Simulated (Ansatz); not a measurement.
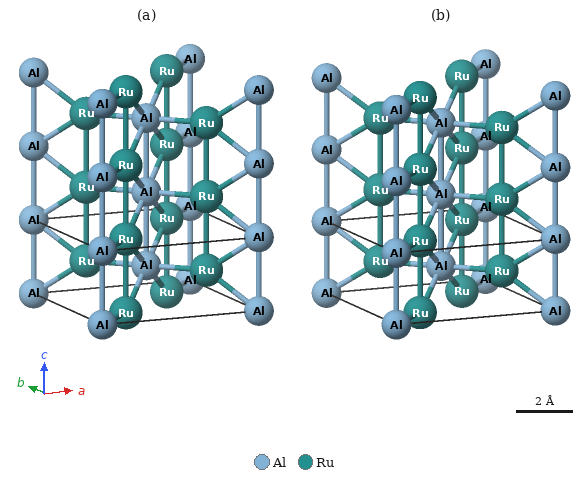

The structure of solid AlRu$_{2}$ (built on the rutile_136 type) before (left) and after (right) a relaxation, at one scale.

The picture is a ball-and-stick view of the cell of the calculation, repeated 1 × 1 × 3 with one cell outlined, seen slightly off an axis.

Case: rutile type (P4_2/mnm, No. 136).

Theory: DFT PBE, scalar-relativistic, plane waves, PAW in Ansatz 0.2.0. Set-up: plane-wave cutoff 420 eV; k-point mesh 6 × 6 × 14; occupations gaussian; smearing width 0.1 eV; no spin polarisation; cell and atoms relaxed; force threshold 0.01 eV/Å; at most 80 steps.

What changed between the two?

Answer. Over 4 accepted moves (6 points after the start) the energy falls by 31.5 meV per cell of the calculation. The largest force component goes from 0.017 to 0.00053 eV/Å. The pressure goes from −0.24 to 0.01 GPa. The line search rejected the trial step at point 2 of the run. At 1 point the geometry stayed and the basis and grid were re-selected for the new cell (energy shift of 0.2 meV per cell of the calculation at most each time). The largest moves relative to the cell, 0.011 Å, are those of Ru atoms. Al stays in place. Cell: a = b 6.131 → 6.230 Å (+1.6 %), c 2.695 → 2.622 Å (−2.7 %). Volume +0.4 %. Among the contacts that change: Ru–Ru 2.695 → 2.622 Å, Al–Al 2.695 → 2.622 Å, Al–Ru 2.315 → 2.342 Å, Al–Ru 2.428 → 2.445 Å. Among the angles between lasting bonds that change: Al–Ru–Al 67.4° → 64.9°. The space group stays P4_2/mnm (No. 136).
